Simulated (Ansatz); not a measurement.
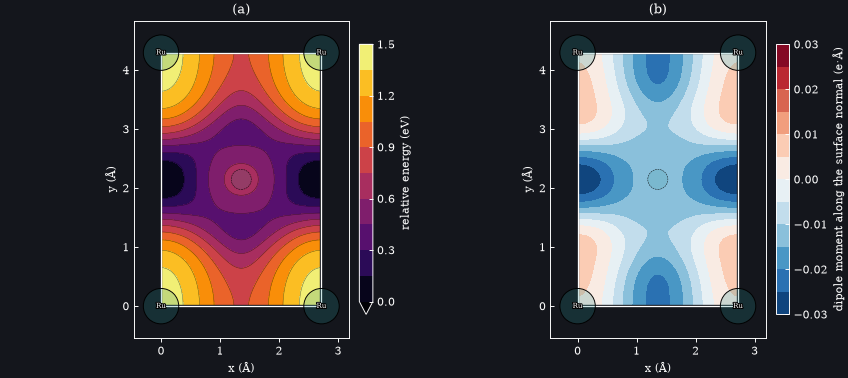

Si on a Ru(100) slab cut from the P6_3/mmc phase, its upper half relaxed before the scan (6 atoms of substrate and one adsorbate in a 1 × 1 cell). Si is moved over the surface cell; relaxed at each place: the height of the adsorbate's atoms; substrate rigid; the origin of the map has the adsorbate above Ru6. Places are given modulo a cell vector. The map is drawn in real space over the plane of the surface. The scan uses a 6 × 10 grid; 24 points were computed and 36 follow by symmetry. Energies are in eV, from the lowest grid point. With one adsorbate in each 1 × 1 cell, its nearest image is 2.7 Å away, so neighbouring adsorbates interact. These are results of DFT PBE, scalar-relativistic, plane waves, PAW in Ansatz 0.2.0, not measurements. Settings: cutoff 420 eV, k-mesh 10×6×1, gaussian smearing 0.1 eV, no spin polarisation.

Panel (a) is the energy and panel (b) the computed dipole moment along the surface normal on the same grid.

In the figure: filled contours, labelled circles for the atoms of the top layer and small ones for the second layer, the outline of one cell of the plane. Between grid points the surface is interpolated.

How does the dipole moment along the surface normal vary over the map, and what is it at the lowest grid point?

Answer. It runs from −0.03 e·Å at the trough between two rows of top atoms, (0/6, 5/10) of the cell vectors to 0.01 e·Å at (0/6, 2/10) of the cell vectors [nearest 1 Ru at 2.26 Å]. At the lowest grid point, the trough between two rows of top atoms, (0/6, 5/10) of the cell vectors, it is −0.03 e·Å.

PAW datasets: the set soft_1.
